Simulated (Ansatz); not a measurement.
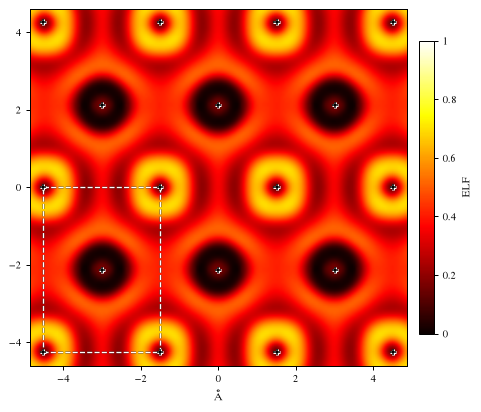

The ELF on a plane through atoms (crosses mark nuclei in the plane).

The calculation used Ansatz, Kohn-Sham DFT of a periodic cell, PBE, Ansatz PAW.

Candidates:
A. AlRu, a = 3.01 Å, b = 3.01 Å, c = 3.01 Å, α = 90.00°, β = 90.00°, γ = 90.00°. Space group Pm-3m.
B. Eu, a = 4.61 Å, b = 4.61 Å, c = 4.61 Å, α = 90.00°, β = 90.00°, γ = 90.00°. Space group Im-3m; no Hubbard U on the f states and no spin–orbit coupling; spin-polarised.
C. HfO2, a = 5.56 Å, b = 3.33 Å, c = 6.50 Å, α = 90.00°, β = 90.00°, γ = 90.00°. Space group Pnma; a structure from a database of computed crystals, not necessarily the ambient phase; computed pressure about 3 GPa in this cell.

> Which candidate gave the map?

Candidate A: AlRu on the (101) plane of the conventional cell, which holds Ru and Al. Al–Ru (2.61 Å): the ELF is about 0.35 at the midpoint.
